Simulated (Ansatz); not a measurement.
# Run report: WS2, geometry relaxation (part 2 of 2)

The same run, continued: WS2 (slab, 3 atoms in the cell); DFT PBE+D3(BJ), scalar-relativistic, plane waves, PAW, no spin polarisation (Ansatz 0.2.0); cutoff 420 eV, 12×12×1 k-mesh, Gaussian smearing of 0.05 eV. The structure derives from a Materials Project entry. It belongs to a series of runs on one base structure; here: sheet relaxed with its cell in the plane.

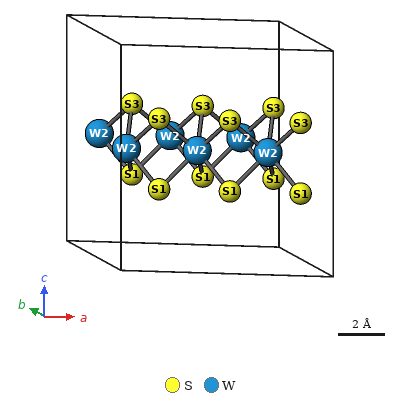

Figure 1. The geometry at step 2 of the log (ball-and-stick view of the 3 × 2 repeat of the cell, with the vacuum cut short, seen slightly off an axis; atoms are numbered from 1 in the order of the input).

## Log, continued
```
SCF iter   1: F=—  HF=-12192.360021 eV  |F-HF|=—  |Δ(HF+E_count)|=         —  Δρ=5.23e-5  dr2=1.60e-5  ethr=7.43e-8  p=-0.000 e·Å  D=-7.62e-6 V/Å  ΔV_dip=0.00 eV  dr2_dipole=6.90e-9  V_vac-E_F(+/−)=4.73/4.73 eV  ⟨swp⟩=3.1  Hψ=2378  notcnv=0
efield: sawtooth ramp at fractional position 0.9800 (handed on by an earlier solve), width 0.0400; the density the first Hamiltonian is built on has a dipole p = -0.000 e·Å; the dipole correction subtracts the counter field D = -7.62e-6 V/Å, which shifts the + side's vacuum level by +0.00 eV against the − side's; the planar-averaged density in the ramp window peaks in size at 1.7e-6 e/Å³
preconditioner: auto → none  [insulator: Δε(μ)=1.920 eV  Ē_g=8.773 eV  σ=0.050 eV  W_gap=1.00  n_scr=12 (ndim 8)  ℏωp=11.9 eV  f_vac=0.664  D(μ)=0.00/eV (n_scr^D=0)  ε∞_Penn≈2.9]
SCF iter   2: F=—  HF=-12192.360067 eV  |F-HF|=—  |Δ(HF+E_count)|=   4.62e-5  Δρ=8.25e-5  dr2=4.54e-5  ethr=6.17e-8  p=0.000 e·Å  D=5.23e-5 V/Å  ΔV_dip=-0.00 eV  dr2_dipole=1.69e-7  V_vac-E_F(+/−)=4.72/4.72 eV  ⟨swp⟩=2.9  Hψ=582  notcnv=0
SCF iter   3: F=—  HF=-12192.360063 eV  |F-HF|=—  |Δ(HF+E_count)|=   3.94e-6  Δρ=2.19e-5  dr2=2.22e-6  ethr=6.17e-8  p=-0.000 e·Å  D=-6.42e-5 V/Å  ΔV_dip=0.00 eV  dr2_dipole=2.00e-7  V_vac-E_F(+/−)=4.73/4.73 eV  ⟨swp⟩=2.0  Hψ=454  notcnv=0
SCF iter   4: F=—  HF=-12192.360025 eV  |F-HF|=—  |Δ(HF+E_count)|=   3.82e-5  Δρ=1.84e-5  dr2=5.18e-6  ethr=8.54e-9  p=0.000 e·Å  D=1.60e-4 V/Å  ΔV_dip=-0.00 eV  dr2_dipole=1.36e-6  V_vac-E_F(+/−)=4.73/4.73 eV  ⟨swp⟩=2.3  Hψ=462  notcnv=0  recentre
SCF iter   5: F=—  HF=-12192.360024 eV  |F-HF|=—  |Δ(HF+E_count)|=   5.74e-7  Δρ=1.01e-5  dr2=3.40e-7  ethr=8.54e-9  p=-0.000 e·Å  D=-3.59e-5 V/Å  ΔV_dip=0.00 eV  dr2_dipole=6.44e-8  V_vac-E_F(+/−)=4.73/4.73 eV  ⟨swp⟩=2.1  Hψ=410  notcnv=0
SCF iter   6: F=—  HF=-12192.360024 eV  |F-HF|=—  |Δ(HF+E_count)|=   2.50e-8  Δρ=1.85e-6  dr2=7.33e-9  ethr=1.31e-9  p=-0.000 e·Å  D=-3.90e-6 V/Å  ΔV_dip=0.00 eV  dr2_dipole=1.14e-9  V_vac-E_F(+/−)=4.73/4.73 eV  ⟨swp⟩=2.1  Hψ=419  notcnv=0
SCF iter   7: F=-12192.360024 eV  HF=-12192.360024 eV  |F-HF|=1.67e-10  |Δ(HF+E_count)|=   1.27e-9  Δρ=4.96e-7  dr2=3.80e-10  ethr=2.66e-11  p=0.000 e·Å  D=1.28e-6 V/Å  ΔV_dip=-0.00 eV  dr2_dipole=1.12e-11  V_vac-E_F(+/−)=4.73/4.73 eV  ⟨swp⟩=6.3  Hψ=1450  notcnv=0
SCF 4 converged in 7 iterations: F = -12192.360024 eV  dr2 = 3.80e-10
relax step   4: F+E_penalty+E_count = -12192.36002446 eV  Δ(F+E_penalty+E_count) = -5.184e-5 eV  max|allowed force component| = 6.943e-4 eV/Å  Δτ_max = 0.0010 Å  P = -0.000 GPa  Ω = 173.982 Å³  energy of the carried Pulay correction = +1.408e-4 eV  fix = [c, alpha, beta]  reactions: c -0.004 GPa  (7 SCF iters, dr2 threshold 6.90e-9 eV, accepted)
Initial wavefunctions: pseudopotential atomic-orbital guess (no wavefunctions were taken with the density)
iter 1 solved again at ethr=1.87e-7 eV; its pass at ethr=3.10e-3 eV (dr2=4.85e-5 eV) is discarded
SCF iter   1: F=—  HF=-12192.359880 eV  |F-HF|=—  |Δ(HF+E_count)|=         —  Δρ=1.38e-5  dr2=4.75e-8  ethr=1.87e-7  p=0.000 e·Å  D=1.28e-6 V/Å  ΔV_dip=-0.00 eV  dr2_dipole=1.60e-11  V_vac-E_F(+/−)=4.73/4.73 eV  ⟨swp⟩=4.4  Hψ=3499  notcnv=0
efield: sawtooth ramp at fractional position 0.9800 (handed on by an earlier solve), width 0.0400; the density the first Hamiltonian is built on has a dipole p = 0.000 e·Å; the dipole correction subtracts the counter field D = 1.28e-6 V/Å, which shifts the + side's vacuum level by -0.00 eV against the − side's; the planar-averaged density in the ramp window peaks in size at 1.7e-6 e/Å³
preconditioner: auto → none  [insulator: Δε(μ)=1.920 eV  Ē_g=8.774 eV  σ=0.050 eV  W_gap=1.00  n_scr=12 (ndim 8)  ℏωp=11.9 eV  f_vac=0.664  D(μ)=0.00/eV (n_scr^D=0)  ε∞_Penn≈2.9]
SCF iter   2: F=—  HF=-12192.359889 eV  |F-HF|=—  |Δ(HF+E_count)|=   8.89e-6  Δρ=6.75e-6  dr2=1.46e-8  ethr=1.83e-10  p=-0.000 e·Å  D=-1.61e-6 V/Å  ΔV_dip=0.00 eV  dr2_dipole=3.93e-10  V_vac-E_F(+/−)=4.73/4.73 eV  ⟨swp⟩=3.7  Hψ=798  notcnv=0
SCF iter   3: F=—  HF=-12192.359889 eV  |F-HF|=—  |Δ(HF+E_count)|=   2.64e-8  Δρ=3.57e-6  dr2=1.55e-7  ethr=5.61e-11  p=0.000 e·Å  D=2.46e-5 V/Å  ΔV_dip=-0.00 eV  dr2_dipole=3.03e-8  V_vac-E_F(+/−)=4.73/4.73 eV  ⟨swp⟩=3.6  Hψ=740  notcnv=0  recentre
SCF iter   4: F=—  HF=-12192.359889 eV  |F-HF|=—  |Δ(HF+E_count)|=   1.82e-8  Δρ=1.21e-6  dr2=1.38e-8  ethr=5.61e-11  p=-0.000 e·Å  D=-7.10e-6 V/Å  ΔV_dip=0.00 eV  dr2_dipole=3.42e-9  V_vac-E_F(+/−)=4.73/4.73 eV  ⟨swp⟩=2.9  Hψ=523  notcnv=0
SCF iter   5: F=—  HF=-12192.359889 eV  |F-HF|=—  |Δ(HF+E_count)|=   1.50e-9  Δρ=6.89e-7  dr2=6.85e-10  ethr=5.32e-11  p=0.000 e·Å  D=2.11e-6 V/Å  ΔV_dip=-0.00 eV  dr2_dipole=6.83e-11  V_vac-E_F(+/−)=4.73/4.73 eV  ⟨swp⟩=2.0  Hψ=371  notcnv=0
SCF iter   6: F=—  HF=-12192.359889 eV  |F-HF|=—  |Δ(HF+E_count)|=  1.46e-11  Δρ=4.05e-7  dr2=7.68e-11  ethr=2.64e-12  p=0.000 e·Å  D=9.89e-7 V/Å  ΔV_dip=-0.00 eV  dr2_dipole=5.19e-14  V_vac-E_F(+/−)=4.73/4.73 eV  ⟨swp⟩=2.1  Hψ=432  notcnv=0
SCF iter   7: F=-12192.359889 eV  HF=-12192.359889 eV  |F-HF|=7.28e-12  |Δ(HF+E_count)|=  5.09e-11  Δρ=6.51e-8  dr2=7.56e-12  ethr=1.00e-12  p=0.000 e·Å  D=1.00e-6 V/Å  ΔV_dip=-0.00 eV  dr2_dipole=1.09e-13  V_vac-E_F(+/−)=4.73/4.73 eV  ⟨swp⟩=9.3  Hψ=2112  notcnv=0
SCF 5 converged in 7 iterations: F = -12192.359889 eV  dr2 = 7.56e-12
relax step   5: F+E_penalty+E_count = -12192.35988888 eV  Δ(F+E_penalty+E_count) = +1.356e-4 eV  max|allowed force component| = 7.550e-4 eV/Å  Δτ_max = 0.0000 Å  P = -0.000 GPa  Ω = 173.982 Å³  fix = [c, alpha, beta]  reactions: c -0.004 GPa  stress off target by 1.41e-3 GPa on what of the cell is left free  SCF on the basis re-selected at this cell (its energy is not comparable with the rows above)  (7 SCF iters)
```

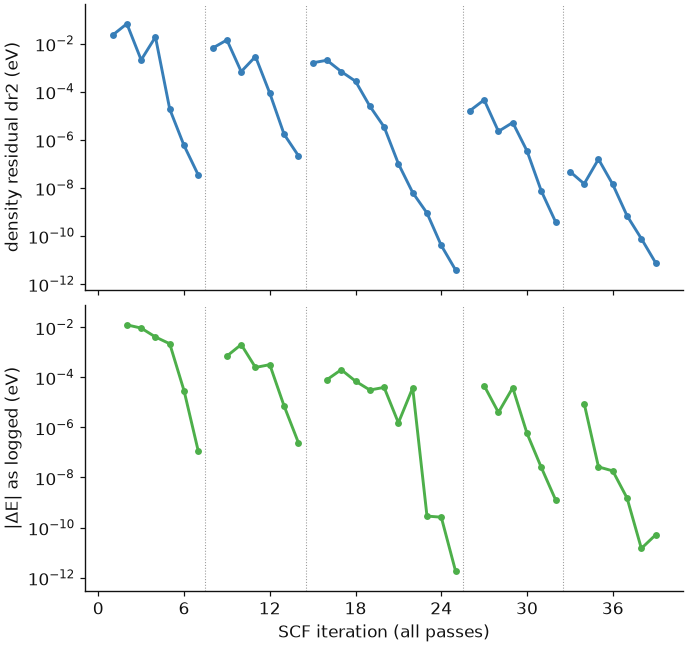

Figure 2. Convergence of the self-consistent field: density residual dr2 and size of the energy change against the SCF iteration. The dotted lines part the SCF passes of the relaxation: geometry steps, rejected trials and re-solves on a re-selected basis. The 5 passes take 7 to 11 iterations each, 39 in all.

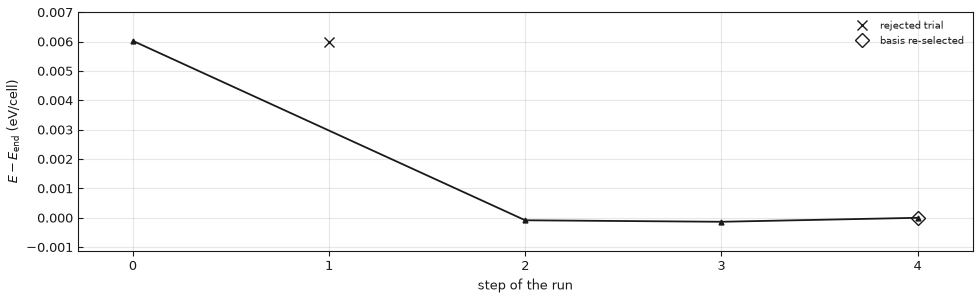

Figure 3. Progress of the relaxation, step by step (the first geometry is step 0 here and step 1 in the log).

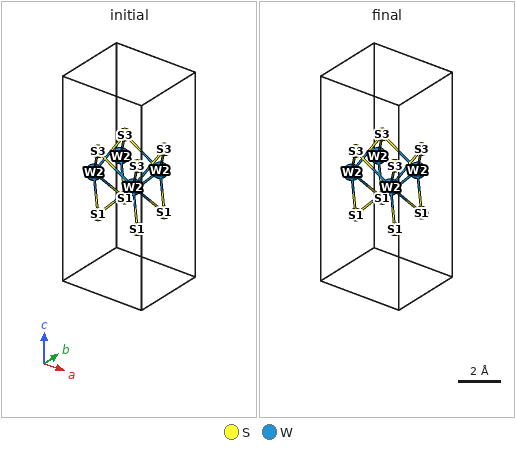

Figure 4. Before (left) and after (right) the relaxation, at one scale (ball-and-stick view of the 2 × 2 repeat of the cell, with the vacuum cut short, seen slightly off an axis). S3 moves most relative to the cell: 0.014 Å. By element the largest moves are S 0.014 Å, W 0.002 Å. In the plane the drawn cell goes a 6.366 → 6.319 Å (−0.7 %), b 6.366 → 6.319 Å (−0.7 %). Distances before and after: S1–W2 2.415 → 2.411 Å. The energy falls by 6.2 meV per cell of the calculation in 3 geometry steps. The largest force component goes from 0.14 to 0.00076 eV/Å. The line search rejected the trial step at point 1 (counted from 0) and went back. A last SCF at the same geometry on a re-selected plane-wave basis shifts the energy by +0.1 meV per cell of the calculation. (Atoms are counted from 1 in the order of the input.)

```
basis re-selected at this cell: Δ(F+E_penalty+E_count) = +1.356e-4 eV, ΔP = -0.000 GPa vs the last step (what re-selecting the basis moved, of the pressure what is left beyond the Pulay correction that the steps carried, after the strain that the cell walked since its last selection, with what the two solves' SCF thresholds leave and, on support functions, any second-order correction that the steps lacked; it is no measure of the basis error at this ecutwfc). This SCF's stress stands 1.41e-3 GPa from its target on what of the cell is left free (relax.cell.stress_tol is 5.00e-2 GPa) and its largest allowed force component is 7.55e-4 eV/Å (relax.f_tol is 2.00e-2 eV/Å): within both
SCF converged after 7 iterations
Free energy (F): -12192.359889 eV
Harris-Foulkes:  -12192.359889 eV  (|F-HF|=7.28e-12)
Internal energy: -12192.359889 eV  (E = F + TS)
E sigma→0 (E₀):  -12192.359889 eV
Fermi energy:    0.407366 eV
Dipole field:    D = 0.000001 V/Å  (p = 0.000001 e·Å, saw-weighted, corrected)
Work function:   Φ+ = 4.7262 eV   Φ− = 4.7262 eV
Levels:          The Fermi level and band energies are counted from a zero that moves with the ramp; work functions are not
--- Per-component energies (eV) ---
  E_band       = -488.611748
  E_kinetic    = 666.307367
  E_local      = -16080.205050  (includes V_loc(G=0)·N_el)
  E_nonlocal   = 57.290901
  E_hartree    = 7709.024880
  E_xc         = -462.123204
  E_vxc        = -414.962419  (∫ρ·V_xc dr)
  E_paw        = -9763.128238  (= ΣΔE_a)
  E_vpaw       = -135.092026  (= ΣTr[D̂ρ^β])
  E_aug_tail   = -0.000063  (compensation charges beyond the density's cutoff)
  E_efield     = 0.000000  (sawtooth field / dipole correction)
  E_vefield    = -0.000000  (∫n·V_field dr)
  E_ewald      = 5681.404599
  E_disp       = -0.931082  (pairwise vdW)
  E_smearing   = -0.000000  (= −TS)
  E_closure    = 0.000000  (closes the sum)
  Σ components = -12192.359889   (vs F -12192.359889, Δ=0.00e0)
--- Forces (eV/Å), atoms counted from 1 ---
  atom   1  S      0.00000000     0.00000000    -0.00075505
  atom   2  W      0.00000000     0.00000000     0.00059606
  atom   3  S      0.00000000    -0.00000000     0.00015895
  max |Σ_I F_I| component: 4.53e-8 eV/Å
--- Stress (GPa, compression-positive) ---
        0.001412       0.000000       0.000000
        0.000000       0.001412      -0.000000
        0.000000      -0.000000      -0.004107
  P = ⅓ Tr σ = -0.0004 GPa (-0.004 kbar)
--- Band table (eV; the first three rows and the last of 19) ---
  k-point 0: bands = ["-74.4826", "-38.7774", "-38.5995", "-38.5995", "-15.3831", "-13.7497", "-6.9737", "-3.3673", "-3.3673", "-2.7465", "-2.1195", "-2.1195", "-0.6856", "2.3870", "2.3870", "2.5189", "2.5189"]
  k-point 1: bands = ["-74.4813", "-38.7729", "-38.6242", "-38.6053", "-15.2657", "-13.7058", "-6.8327", "-3.6715", "-3.2519", "-3.1166", "-2.3044", "-1.9581", "-0.7347", "2.2217", "2.2844", "2.4147", "2.6033"]
  k-point 2: bands = ["-74.4779", "-38.7608", "-38.6911", "-38.6208", "-14.9310", "-13.5810", "-6.4533", "-4.3746", "-3.7582", "-2.9343", "-2.7344", "-1.9754", "-0.9767", "1.7897", "2.1915", "2.2958", "3.0965"]
  k-point 18: bands = ["-74.4616", "-38.8672", "-38.8323", "-38.7022", "-12.8640", "-12.7930", "-6.3774", "-5.9533", "-5.0805", "-4.4483", "-3.8408", "-2.9821", "-0.5528", "1.3676", "2.7398", "3.5182", "5.0865"]
--- Relaxed structure (4 steps of the walk, 3 accepted, 1 SCFs on fresh bases) ---
  F+E_penalty+E_count = -12192.35988888 eV   max|allowed force component| = 7.550e-4 eV/Å   (the final SCF, on the basis selected at the relaxed cell)
  cell:  # Å, volume = 173.9818 Å³
    - [3.1593256606020272, 2.8651701242340808e-9, -1.7214015604731027e-82]
    - [-1.5796628327823237, 2.736056279476824, 1.3772274361549126e-82]
    - [-1.0884621139391798e-81, 3.771318665204013e-82, 20.1272520219]
  atoms:
    - { symbol: S, position: [0.6666666666666666, 0.33333333333333337, 0.4217556986972694] }
    - { symbol: W, position: [0.3333333333333334, 0.6666666666666669, 0.500059932290865] }
    - { symbol: S, position: [0.6666666666666666, 0.33333333333333337, 0.5783659748118657] }
```

## Trajectory as extended XYZ (Å, eV, eV/Å), 5 frames, from step=1 to step=5
```
3
Lattice="3.1831 0.0000 0.0000 -1.5916 2.7567 0.0000 0.0000 0.0000 20.1273" Properties=species:S:1:pos:R:3:forces:R:3 step=1 energy=-12192.35386 pressure_GPa=-0.31
S     1.5916    0.9189    8.5000    0.0000   0.0000  -0.0209
W     0.0000    1.8378   10.0673    0.0000   0.0000  -0.1187
S     1.5916    0.9189   11.6273    0.0000   0.0000   0.1397
3
Lattice="3.1385 0.0000 0.0000 -1.5692 2.7180 0.0000 0.0000 0.0000 20.1273" Properties=species:S:1:pos:R:3:forces:R:3 step=2 energy=-12192.35389 pressure_GPa=0.08 accepted=F
S     1.5692    0.9060    8.4719    0.0000   0.0000   0.1725
W     0.0000    1.8120   10.0641    0.0000   0.0000   0.0380
S     1.5692    0.9060   11.6585    0.0000   0.0000  -0.2106
3
Lattice="3.1614 0.0000 0.0000 -1.5807 2.7378 0.0000 0.0000 0.0000 20.1273" Properties=species:S:1:pos:R:3:forces:R:3 step=3 energy=-12192.35997 pressure_GPa=-0.03
S     1.5807    0.9126    8.4896    0.0000   0.0000  -0.0015
W     0.0000    1.8252   10.0649    0.0000   0.0000  -0.0049
S     1.5807    0.9126   11.6400    0.0000   0.0000   0.0065
3
Lattice="3.1593 0.0000 0.0000 -1.5797 2.7361 0.0000 0.0000 0.0000 20.1273" Properties=species:S:1:pos:R:3:forces:R:3 step=4 energy=-12192.36002 pressure_GPa=-0.00
S     1.5797    0.9120    8.4888    0.0000   0.0000  -0.0007
W     0.0000    1.8240   10.0648    0.0000   0.0000   0.0006
S     1.5797    0.9120   11.6409    0.0000   0.0000   0.0001
3
Lattice="3.1593 0.0000 0.0000 -1.5797 2.7361 0.0000 0.0000 0.0000 20.1273" Properties=species:S:1:pos:R:3:forces:R:3 step=5 energy=-12192.35989 pressure_GPa=-0.00
S     1.5797    0.9120    8.4888    0.0000   0.0000  -0.0008
W     0.0000    1.8240   10.0648    0.0000   0.0000   0.0006
S     1.5797    0.9120   11.6409    0.0000   0.0000   0.0002
```

The run was set up as follows.

## Input file
```yaml
crystal:
  lattice:
    - [3.18312255, 0.0, 0.0]
    - [-1.59156128, 2.756665, 0.0]
    - [0.0, 0.0, 20.1272520219]
  atoms:
    - { symbol: S, position: [0.66666667, 0.33333334, 0.4223129909] }
    - { symbol: W, position: [0.33333333, 0.66666666, 0.5001816058] }
    - { symbol: S, position: [0.66666667, 0.33333334, 0.5776870091] }
basis:
  ecutwfc: 420.0
  fft_grid_basis: typed
kpoints:
  mp_grid: { grid: [12, 12, 1] }
hamiltonian:
  xc: pbe
  dispersion: d3bj
  pseudopotentials: { kind: paw }
scf:
  occupations: { method: gaussian, width: 0.05 }
output:
  forces: true
  eigenvalues: true
  stress: true
efield:
  axis: 3
  dipole_correction: true
  ramp_width: 0.04
relax:
  adjacent_minimum: "off"
  f_tol: 0.02
  max_steps: 60
  cell: { fix: [c, alpha, beta], stress_tol: 0.05 }
```

Command:
```bash
ansatz run input.yaml --threads 4 --pin off --max-ram 8847MiB --backend cpu --events-out ev --progress --plain --runs-dir out
```

## Results in brief

- outcome: converged
- electrons treated: 26
- free energy: −12192.3599 eV
- work function, top face: 4.73 eV
- work function, bottom face: 4.73 eV
- Fermi energy: 0.407 eV
- gap on the k-point mesh: 1.92 eV
- final volume: 173.98 Å³
- work function (upper face): 4.73 eV
- largest force (length of the vector) at the end: 0.001 eV/Å
- hardware: 4 threads of Arm Neoverse V2, 24 GiB of memory available, shared host
- wall time: 8.9 s (CPU time 33 s)
- peak memory: 0.45 GiB

Spin–orbit coupling is left out, which matters for W.
